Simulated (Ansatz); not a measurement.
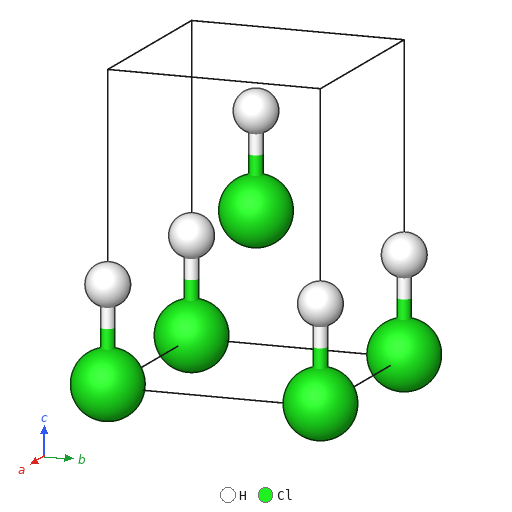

System: HCl, space group I4mm (No. 107). The picture shows the conventional cell.

Input of the run:
```
crystal:
  lattice:
    - [-1.4582531968, 1.458253247, 2.0826404211]
    - [1.4582531968, -1.458253247, 2.0826404211]
    - [1.4582531968, 1.458253247, -2.0826404211]
  atoms:
    - { symbol: H, position: [0.6770682006, 0.6770682006, 0.0] }
    - { symbol: Cl, position: [0.9909317994, 0.9909317994, 0.0] }
basis:
  ecutwfc: 420
kpoints:
  mp_grid: { grid: [8, 8, 8] }
hamiltonian:
  xc: pbesol
scf:
  occupations: { method: fixed }
output:
  eigenvalues: true
phonons:
  method: dfpt
  dielectric: true
  rigid_motions: translations
  eigenvectors: true
```

Method: infrared-active and silent optical phonons at the zone centre of an insulator with atoms at rest in the given cell, intensity summed over the level, zero macroscopic field, imaginary frequencies are negative, field response on a mesh refined by the program; PAW (Ansatz 0.2.0). Level: PBEsol, no spin polarisation.

- wave cutoff: 420 eV
- k mesh: 8×8×8
- occupations: fixed
- pressure: 42 GPa

Describe the result: the infrared spectrum of the zone-centre phonons.

Two modes are imaginary, the softest at 295.0i cm⁻¹, so the structure is dynamically unstable. The strongest infrared line is at 2548.8 cm⁻¹, the only infrared-active level among the modes of real frequency.

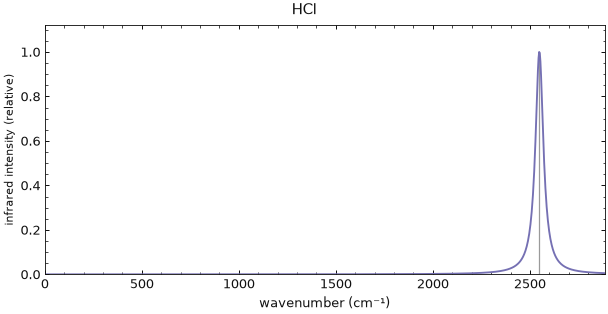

Lines are broadened by Lorentzians of 49 cm⁻¹ full width; the spectrum is scaled to its strongest line. These are zero-field (TO) frequencies; inactive modes don't show. Modes with imaginary frequency are left out of the spectrum.

Keep in mind: coarse k mesh; field response not converged on the k mesh; gap may have closed between mesh points.
